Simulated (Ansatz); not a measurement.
A series of calculations on MgO

Part 1: Vibrations

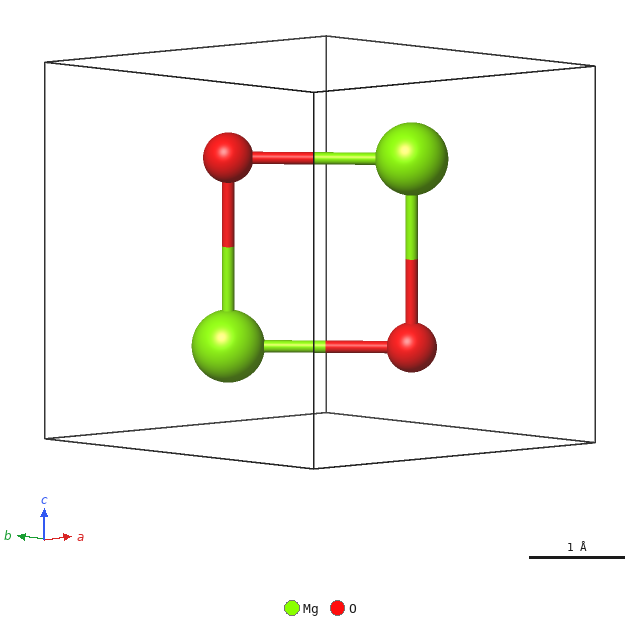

Lattice vibrations of crystalline MgO relaxed at 15 GPa, space group P6₃/mmc (No. 194), at the zone centre. Style: ball-and-stick. Shown: the cell of the calculation, from a free direction.

Theory: DFT LDA, scalar-relativistic, plane waves, PAW (Ansatz 0.2.0). Set-up: plane-wave cutoff 420 eV; k-point mesh 12 × 12 × 6; occupations fixed; target pressure 15 GPa; no spin polarisation.

Frequencies are those without the non-analytic (LO–TO) term.

**Give the spectrum at this point.**

The calculation's cell holds 4 atoms, so there are 9 optical modes, in 6 levels. The optical modes span 2E₂g + 2B₁g + A₂u + E₁u. No level is unstable.

| level | symmetry | frequency (cm⁻¹) | activity |
| --- | --- | --- | --- |
| 1 | E₂g | 305 | Raman-active |
| 2 | B₁g | 452 | silent |
| 3 | A₂u | 472 | infrared-active |
| 4 | E₁u | 594 | infrared-active |
| 5 | E₂g | 610 | Raman-active |
| 6 | B₁g | 626 | silent |

The displacement patterns (one member of each degenerate set):

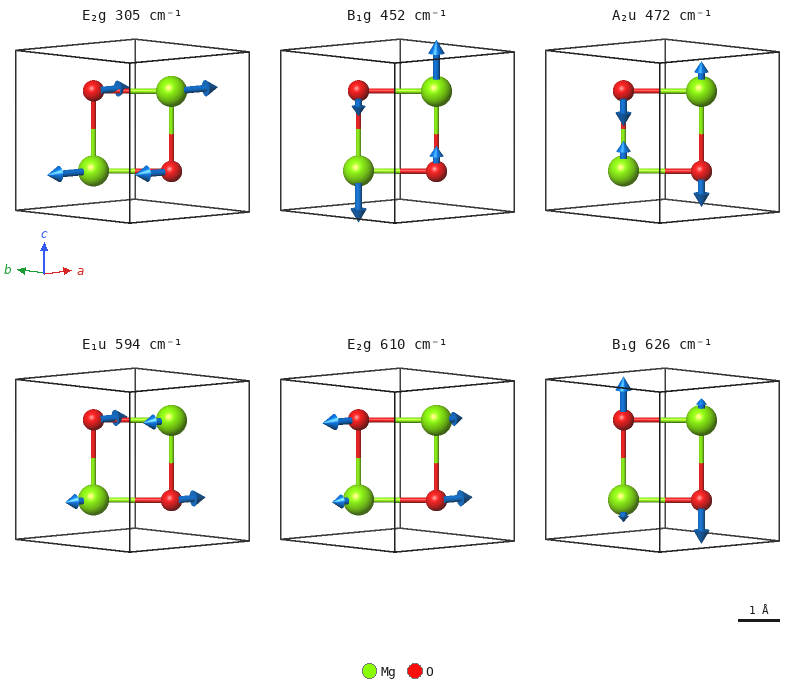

Part 2: Softest mode

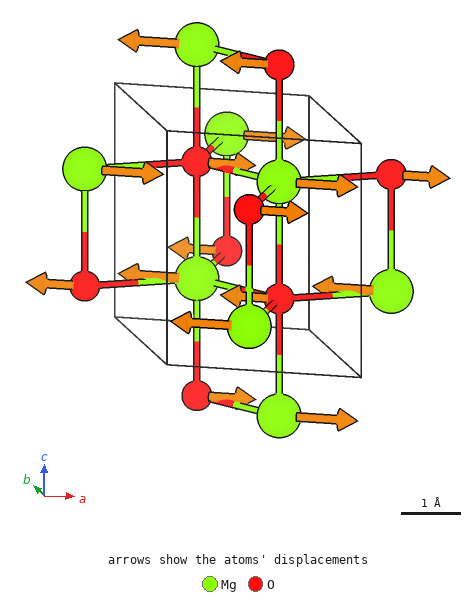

The lowest optical mode of a crystal of MgO relaxed at 3 GPa, space group P6₃/mmc (No. 194), at the zone centre. The orange arrows give the relative displacements of the atoms. A ball-and-stick model of the cell of the calculation, seen slightly off an axis.

The calculation used Ansatz, DFT LDA, scalar-relativistic, plane waves, PAW.

Input file:
```yaml
crystal:
  lattice:
    - [3.4265760577, 0.0, 0.0]
    - [-1.7132880288, 2.9675019139, 0.0]
    - [0.0, 0.0, 4.1125883338]
  atoms:
    - { symbol: Mg, position: [0.6666666667, 0.3333333333, 0.75] }
    - { symbol: Mg, position: [0.3333333333, 0.6666666667, 0.25] }
    - { symbol: O, position: [0.6666666667, 0.3333333333, 0.25] }
    - { symbol: O, position: [0.3333333333, 0.6666666667, 0.75] }
basis:
  ecutwfc: 420
kpoints:
  mp_grid: { grid: [12, 12, 6] }
hamiltonian:
  xc: lda
scf:
  occupations: { method: fixed }
output:
  eigenvalues: true
phonons:
  method: dfpt
  dielectric: true
  rigid_motions: translations
  eigenvectors: true
```

Command:
```bash
ansatz run input.yaml --threads 1 --pin off --max-ram 3072MiB --backend cpu --events-out ev --progress --plain --runs-dir out
```

Frequencies are those without the non-analytic (LO–TO) term.

Is this crystal at a minimum with respect to the drawn distortion?

Answer. Yes: this softest mode has a real frequency, and so have all others here. That speaks for this wave vector alone: the rest of the zone wasn't checked in this run. This is the E₂g mode (doubly degenerate; one member of the set is drawn) at 298 cm⁻¹, the lowest optical level, Raman-active by symmetry. All motion is along a; atoms of one kind move against one another, with no net shift of any sublattice; it mainly bends the Mg–O bonds; the kinetic energy is shared as Mg 72 %, O 28 %.

Part 3: Softest mode

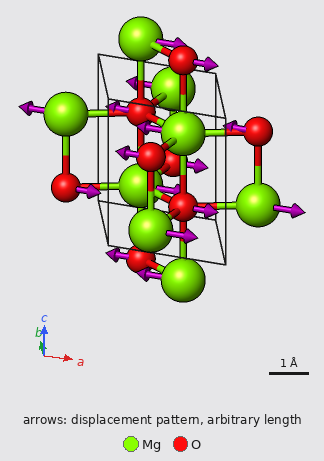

The lowest optical mode of crystalline MgO relaxed at 8 GPa, space group P6₃/mmc (No. 194), at the zone centre. Displacements are drawn as purple arrows; their common scale and sign are arbitrary. Style: ball-and-stick. Shown: the cell of the calculation, from a free direction.

Method: Ansatz, DFT LDA, scalar-relativistic, plane waves, PAW. Settings: plane-wave cutoff 420 eV; k-point mesh 12 × 12 × 6; occupations fixed; target pressure 8 GPa; no spin polarisation.

Frequencies are those without the non-analytic (LO–TO) term.

### Is this crystal at a minimum with respect to the drawn distortion?

Yes: this softest mode has a real frequency, and so have all others here. That speaks for this wave vector alone: the rest of the zone wasn't checked in this run. This is the E₂g mode (doubly degenerate; one member of the set is drawn) at 301 cm⁻¹, the lowest optical level, Raman-active by symmetry. All motion is along a; atoms of one kind move against one another, with no net shift of any sublattice; it mainly bends the Mg–O bonds; the kinetic energy is shared as Mg 71 %, O 29 %.
